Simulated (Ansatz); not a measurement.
## Electronic structure of Si$_{2}$Ni in real space

The calculation's input:

```
crystal:
  lattice:
    - [5.4695550335, 0.0, 0.0]
    - [0.0, 5.4695550335, 0.0]
    - [0.0, 0.0, 5.3240594809]
  atoms:
    - { symbol: Ni, position: [0.0, 0.0, 0.0] }
    - { symbol: Ni, position: [0.0, 0.5, 0.5] }
    - { symbol: Ni, position: [0.5, 0.0, 0.5] }
    - { symbol: Ni, position: [0.5, 0.5, 0.0] }
    - { symbol: Si, position: [0.25, 0.25, 0.25] }
    - { symbol: Si, position: [0.75, 0.75, 0.75] }
    - { symbol: Si, position: [0.25, 0.75, 0.75] }
    - { symbol: Si, position: [0.75, 0.25, 0.25] }
    - { symbol: Si, position: [0.75, 0.25, 0.75] }
    - { symbol: Si, position: [0.25, 0.75, 0.25] }
    - { symbol: Si, position: [0.75, 0.75, 0.25] }
    - { symbol: Si, position: [0.25, 0.25, 0.75] }
scf:
  occupations: { method: methfessel_paxton, width: 0.1 }
output:
  forces: true
  stress: true
  eigenvalues: true
  write_density: true
  write_potential: true
  elf: true
  volumetric_format: npy
kpoints:
  mp_grid: { grid: [10, 10, 10] }
hamiltonian:
  xc: pbesol
relax:
  f_tol: 0.005
  adjacent_minimum: "off"
  cell: { stress_tol: 0.03, fix: [a, b, angles] }
```

Run with:

```sh
ansatz run input.yaml --threads 4 --pin off --max-ram 10240MiB --backend cpu --events-out ev --progress --plain --runs-dir out
```

The fields are those of the relaxed geometry.

Space group I4/mmm; a generated structure, not necessarily the stable one; computed without spin polarisation.

All numbers below come from DFT PBEsol, scalar-relativistic, plane waves, PAW in Ansatz.

Core electrons are frozen (PAW), and the valence fields are smoothed inside the atomic spheres.

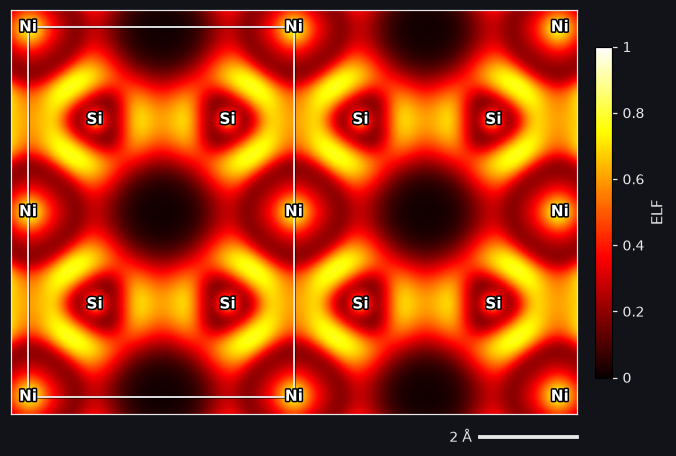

Figure 1. Electron localisation function on the (101) plane of the calculation cell.

Q: Describe what can be read from this map.

A: The plane passes through Ni and Si nuclei. Si–Ni (2.34 Å): the ELF peaks at about 0.75 in the valence shell of Si, 0.9 Å from its nucleus, and is about 0.50 at the midpoint. The features right at Ni lie inside the PAW spheres, where the map follows smoothed inner orbitals and isn't to be read closely.

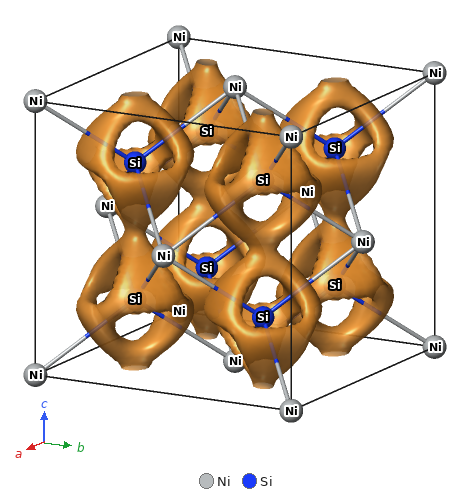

Figure 2. Isosurface of the electron localisation function at 0.65 (orange), seen at an oblique angle. Core shells and regions of very low density are left out. Sticks mark near contacts.

Q: Where are the electrons localised?

A: At this value the surface marks out channels that run through the cell in one direction, counted in one cell of 12 atoms. Regions shared between cells count once.

Q: Metal or insulator at this level of theory?

A: It is metallic or semimetallic at this level of theory: no gap opens.
